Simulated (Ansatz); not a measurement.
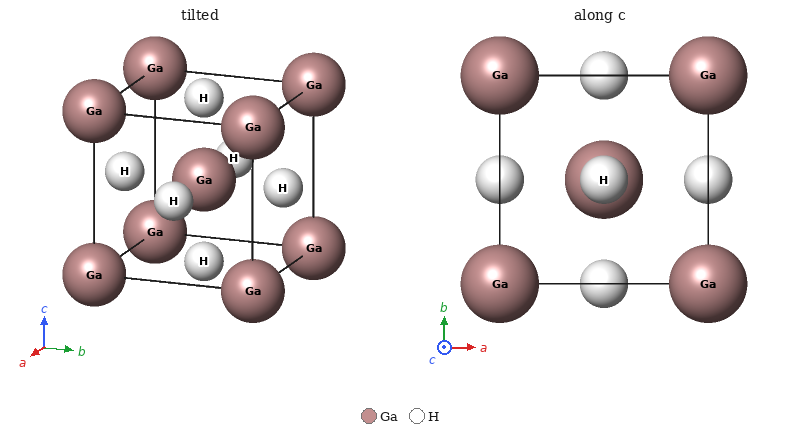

View slightly off an axis and along the c axis, drawn as a spheres-only model. The lines enclose the conventional unit cell; boundary atoms appear with their images. Cell: a = 3.81 Å, b = 3.81 Å, c = 3.81 Å, α = 90.00°, β = 90.00°, γ = 90.00°.

It goes back to a random cell made by a generator, so it need not be a real form of the compound. Earlier steps of the study may have refined or changed the cell and positions. It was run through Ansatz as a DFT input.

### What structure is drawn here?

The formula is Ga$_{2}$H$_{3}$. The lattice is primitive cubic and the space group Pm-3m (No. 221). In the cell are 2 Ga, 3 H, which makes 1 formula unit. About every H there are two Ga in a linear arrangement at about 1.9 Å. Ga takes two kinds of site: 1b with six H in an octahedral arrangement at about 1.9 Å; 1a with no bonds drawn.

All computed values are from Ansatz, DFT PBE, scalar-relativistic, plane waves, PAW. Settings: a basis cut at 420 eV, k-point mesh 10×10×10, Gaussian smearing of 0.1 eV, no spin polarisation.

### What is the band gap, if any?

A metal: bands cross the Fermi level.

### State the Bader charges by element.

Ga +0.52 to +0.71 e; H -0.41 e.

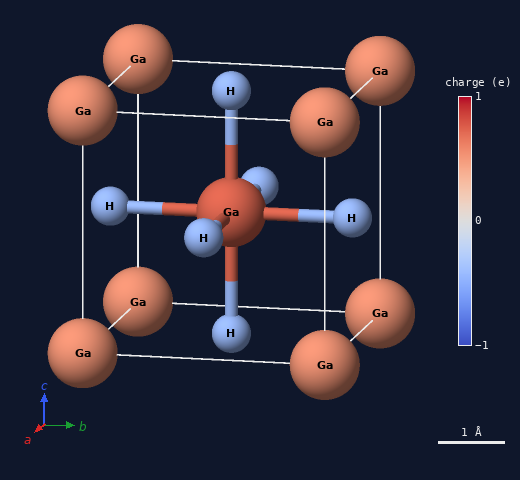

The atoms coloured by those charges. The run's cell of 5 atoms is drawn.

### Is this an equilibrium geometry for the method given?

Yes. All forces vanish to within 0.01 eV/Å. The pressure is 0.0 GPa, close to zero.
